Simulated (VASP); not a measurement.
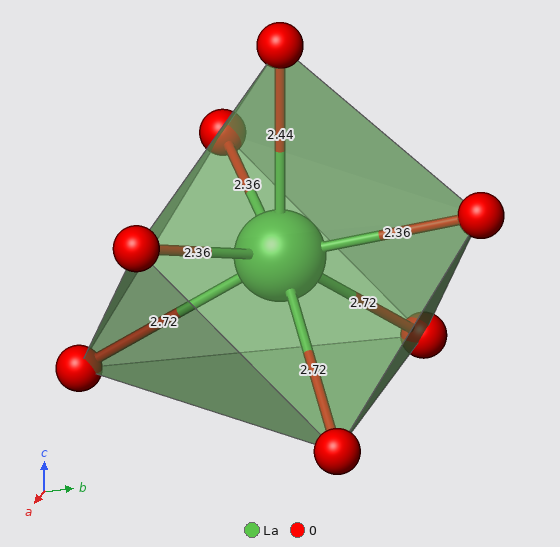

Coordination of La in La2O3 (P-3m1); bond lengths in Å. The shape measure S (0 to 100) is the computed least-squares distance from an ideal polyhedron; S = 0 means ideal. Source: a cell listed in the Materials Project, as set up for an electronic-structure calculation.

> What geometry does the central atom have?

LaO7: a slightly distorted capped octahedron (coordination number 7, S = 0.86; next best capped trigonal prism, S = 2.6).

> Is there a pattern of short and long bonds?

Yes, a 4 + 3 pattern: 4 short (2.38 Å on average) and 3 long (2.72 Å).
